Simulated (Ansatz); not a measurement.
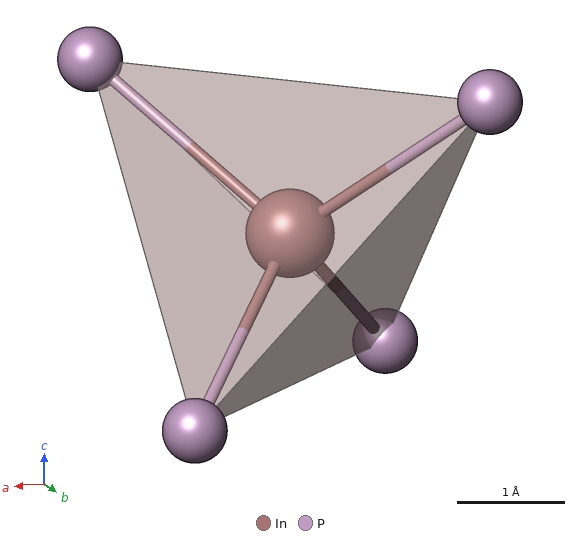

Coordination of In in InP (F-43m). The shape measure S (0 to 100) is the computed least-squares distance from an ideal polyhedron; S = 0 means ideal. Origin: a calculation's input that goes back to an entry of the Crystallography Open Database (an earlier step may have relaxed or displaced it).

Name the coordination polyhedron and say how regular it is.

Answer. InP4: an essentially ideal tetrahedron (coordination number 4, S = 0.00; next best see-saw, S = 9.8).

Does the central atom sit at the centroid of its ligands?

Answer. Yes, to within 0.01 Å; the site symmetry is -43m.

How long are the bonds?

Answer. 4 × In–P 2.54 Å. The next neighbour, not counted, lies at 4.14 Å.
